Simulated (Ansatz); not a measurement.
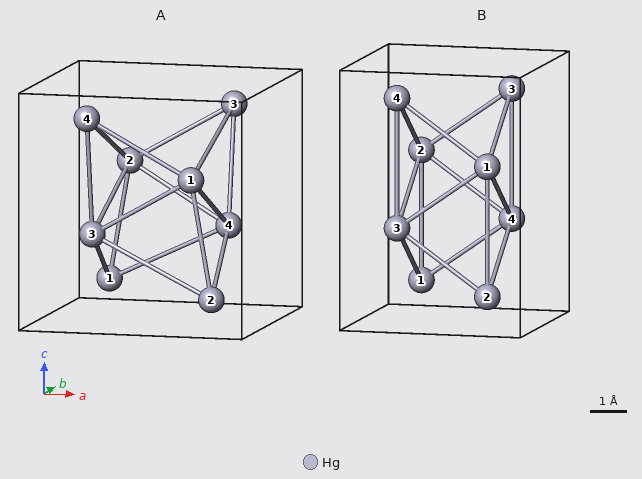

Two geometries of a crystal of Hg (set up in I-42d), drawn at one scale. One is the start of a relaxation, the other its converged end. The picture is a ball-and-stick view of the conventional cell (2 times the calculation's cell), seen slightly off an axis. Lengths and directions refer to the drawn axes.

Theory: DFT PBE+D3(BJ), scalar-relativistic, plane waves, PAW in Ansatz. (plane-wave cutoff 420 eV; k-point mesh 8 × 8 × 8; occupations gaussian; smearing width 0.01 eV; no spin polarisation; cell and atoms relaxed; force threshold 0.005 eV/Å; at most 80 steps)

Question: Which geometry has the lower energy?

Answer: Structure B is the relaxed one. The largest moves relative to the cell, 0.24 Å, are those of Hg1, Hg2, Hg3 and Hg4. Hg2 goes along −a. The drawn cell changes as follows: a = b 6.454 → 5.222 Å (−19.1 %), c 6.689 → 7.336 Å (+9.7 %); the volume changes by −28.2 %. Some distances before and after: Hg1–Hg3 3.910 → 3.191 Å, Hg1–Hg2 3.396 → 3.668 Å, Hg1–Hg3 (another image) 3.388 → 3.191 Å. The space group (tolerance 0.01 Å) goes from I-42d (No. 122) to I4/mmm (No. 139). After 14 accepted moves (20 points after the start) the energy has fallen by 117 meV per atom. The largest force component goes from 0.0065 to under 0.0001 eV/Å. The pressure goes from −1.38 to 0.01 GPa. The line search rejected the trial steps at points 8, 12, 14, 16 of the run. The SCF was repeated twice at an unchanged geometry on a basis and grid sized afresh for the cell, which shifted the energy by 1.2 meV per atom at most.
